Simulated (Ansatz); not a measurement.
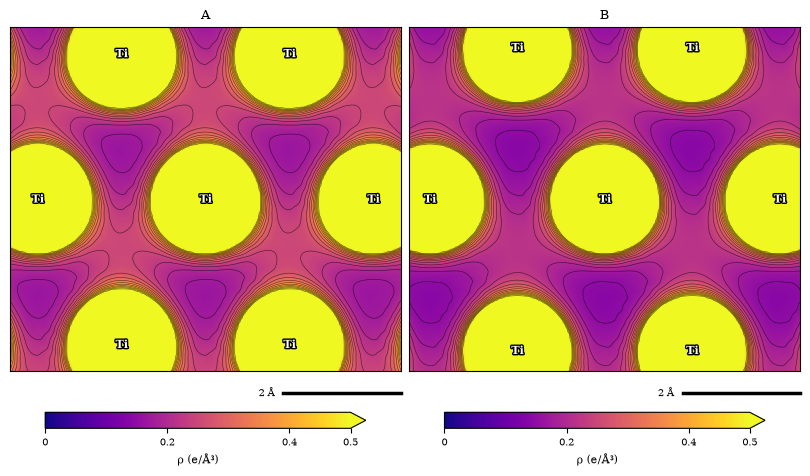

Ti. The valence charge density (pseudo) of two cells that differ in size, on the (001) plane of each (indices in the axes of the calculation cell), at one length scale and on one colour scale; one has 16.0 and the other 18.1 Å³ an atom.

Level of theory: DFT, PBE, plane waves (420 eV) with PAW, scalar-relativistic in Ansatz 0.2.0.

In a PAW calculation such maps are meaningful between the atoms, not at the nuclei.

The larger cell:

```
Ti
1.0
    -1.64275    2.00233    1.46609
     2.00233   -1.64275    1.46609
     3.28622    3.28622   -0.80752
Ti
2
Direct
  0.04164 0.95836 0.00000
  0.70836 0.29164 0.50000
```

The smaller cell: a = 2.857 Å, b = 2.857 Å, c = 4.528 Å, α = 90.01°, β = 90.01°, γ = 120.00°.

Which is the denser cell? Describe the effect of the change.

Panel A is the smaller cell, by 12 % in volume. From the larger cell to the smaller, Ti–Ti goes from 2.98 to 2.86 Å, and the density at its midpoint from 0.18 to 0.21 e/Å³; the pressure goes from −4.1 to 11 GPa.
